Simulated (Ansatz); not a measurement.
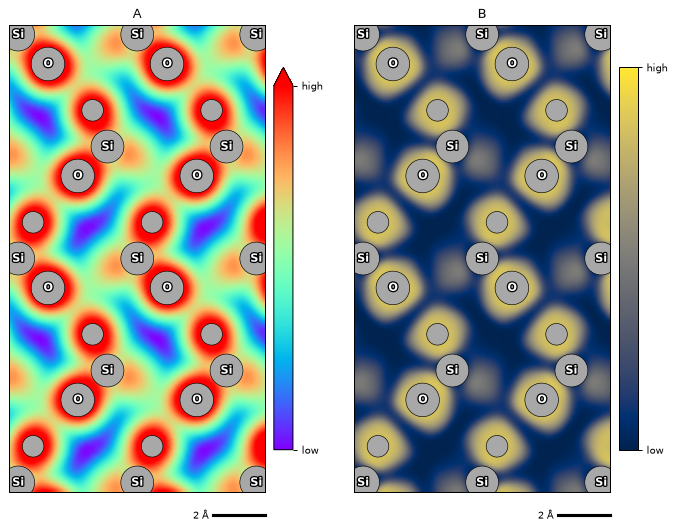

SiO2: 2 fields on the (011) plane of the conventional cell, with unlabelled colour scales. Grey discs cover the atomic cores.

Space group Fddd; a structure from a database of computed crystals, not necessarily the ambient phase; computed pressure about 15 GPa in this cell.

These are results of DFT r2SCAN, scalar-relativistic, plane waves, PAW (Ansatz 0.2.0), not measurements.

> Which field does each panel show? The fields are: electron localisation function and valence pseudo-density.

Panel A: valence pseudo-density. Panel B: electron localisation function.
